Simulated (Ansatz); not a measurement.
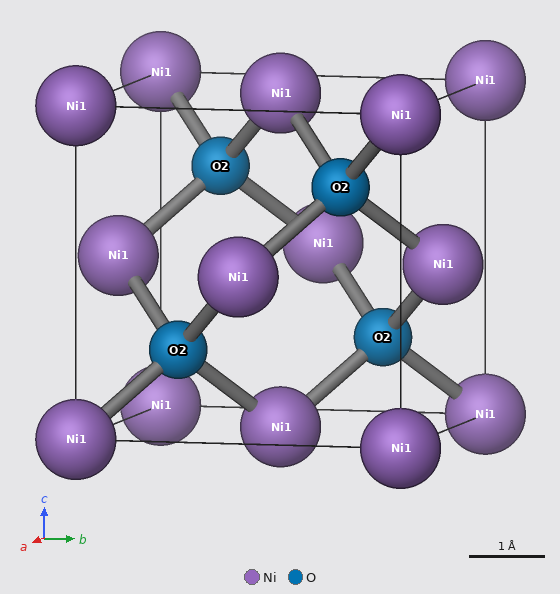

Reference structure: crystalline NiO (built on the zincblende type). The picture is a ball-and-stick view of the conventional cell (4 times the calculation's cell), seen slightly off an axis. Lengths and directions refer to the drawn axes.

Theory: Ansatz 0.2.0, DFT PBE, scalar-relativistic, plane waves, PAW. Settings: plane-wave cutoff 420 eV; k-point mesh 12 × 12 × 12; occupations gaussian; smearing width 0.05 eV; collinear spin.

Change: The cell is strained by +0.5 % along [1 −1 0], −0.5 % along [1 1 0], none along the third axis (volume 0.0 %), the atoms keeping their fractional coordinates. No relaxation follows.

Q: What does the calculation give for the changed structure?

A: Near-neighbour distances before and after: Ni–O 1.941 → 1.934 to 1.947 Å. The space group (tolerance 0.01 Å) goes from F-43m (No. 216) to Imm2 (No. 44). The energy changes by less than 1 meV per atom. The pressure goes from 0.0 to 0.0 GPa. The principal stresses (compression positive) are 0.8 GPa along [1 1 0], −0.8 GPa along [1 −1 0], none along the third axis. The largest forces, 0.07 eV/Å, act on Ni1 and O2; on O2 it points along −c. The absolute magnetisation stays at 1.96 μB per cell.
